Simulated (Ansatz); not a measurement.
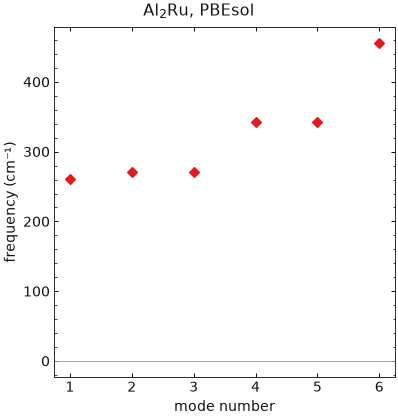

The picture above shows the zone-centre optical phonon frequencies (the three acoustic modes are left out) for Al₂Ru, space group I4/mmm (No. 139).

Structure:
```xyz
3
Lattice="-1.5523 1.5523 4.1760 1.5523 -1.5523 4.1760 1.5523 1.5523 -4.1760" Properties=species:S:1:pos:R:3 pbc="T T T"
Al    0.0000    0.0000    5.5073
Al    0.0000    0.0000    2.8448
Ru    0.0000    0.0000    0.0000
```

Method: harmonic phonon frequencies at the zone centre with atoms at rest in the given cell, without the long-range term of polar modes, the three translations left out, imaginary frequencies are negative; plane waves with PAW datasets, Γ-centred k mesh (Ansatz 0.2.0). Level: PBEsol, no spin polarisation.

| setting | value |
| --- | --- |
| wave cutoff | 420 eV |
| k mesh | 18×18×18 |
| occupations | Fermi–Dirac |
| smearing width | 0.15 eV |
| volume relative to the relaxed cell | 0.98 |
| phonon method | linear response |

This calculation gives: highest mode 455.3 cm⁻¹ and lowest optical mode 261.5 cm⁻¹.

Now the cell is expanded by 4.1 % in volume, to 13.96 Å³/atom. What happens?

The highest mode falls from 455.3 to 432.0 cm⁻¹ (−5.1 %) and the lowest optical mode falls from 261.5 to 239.1 cm⁻¹ (−8.6 %). The shift of the highest mode amounts to a Grüneisen parameter of 1.31.

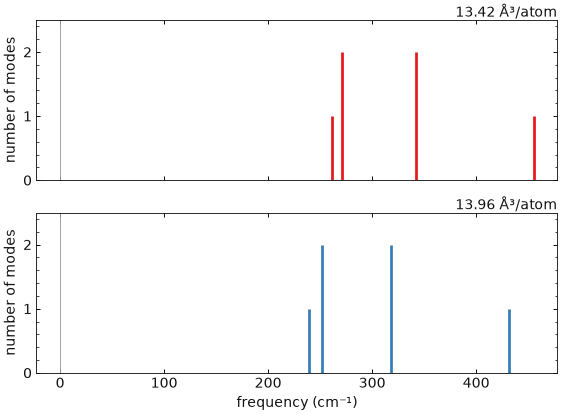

The two results together.

For both, limits of the calculation: metal sensitive to the k mesh.
